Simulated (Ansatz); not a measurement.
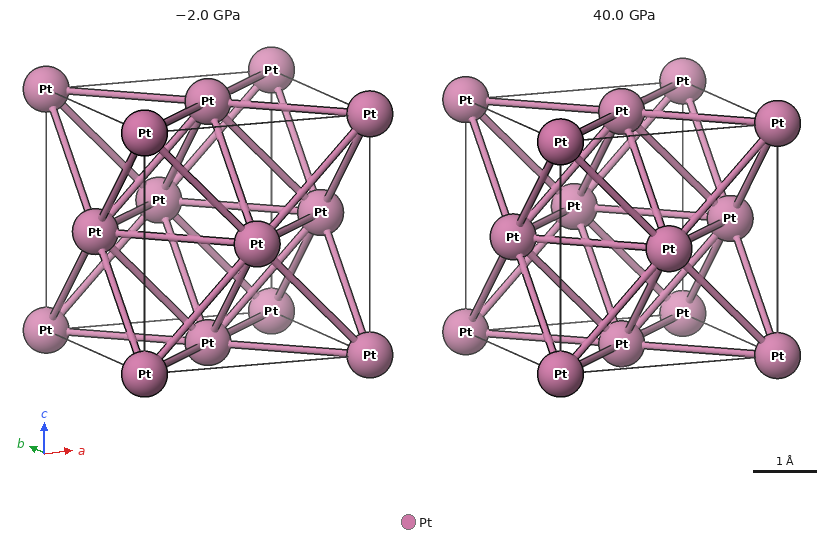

Solid Pt (set up in Fm-3m), relaxed (cell and atoms) at several target pressures. The picture shows the first and the last member. The picture is a ball-and-stick view of the conventional cell (4 times the calculation's cell), seen slightly off an axis. Lengths and directions refer to the drawn axes.

Computed with Ansatz 0.2.0: DFT PBEsol, scalar-relativistic, plane waves, PAW. (plane-wave cutoff 420 eV; k-point mesh 18 × 18 × 18; occupations gaussian; smearing width 0.1 eV; no spin polarisation; cell and atoms relaxed; force threshold 0.008 eV/Å)

```
pressure (GPa)  volume (Å³/atom)  a (Å)
          −2.0            15.143  3.927
           0.0            15.037  3.918
           2.0            14.935  3.909
           5.0            14.785  3.896
          10.0            14.564  3.877
          20.0                 ?      ?
          40.0            13.536  3.783
```

> One row is withheld. What does the calculation give there?

Murnaghan's form V = V₀(1 + B′P/B₀)^(−1/B′), with V₀ = 15.037 Å³ from the row at zero pressure, fits the other rows with B₀ = 287 GPa and B′ = 5.13 (largest miss 0.003 Å³). At 20.0 GPa it gives 15.037 × (1 + 5.13 × 20.0/287)^(−1/5.13) = 14.167 Å³ per atom. The calculation gives 14.170 Å³/atom (a = 3.841 Å). The estimate is 0.003 Å³/atom too low. From the first member to the last: Pt–Pt 2.777 → 2.675 Å.

The whole series:

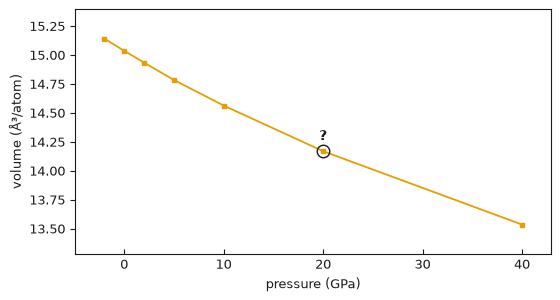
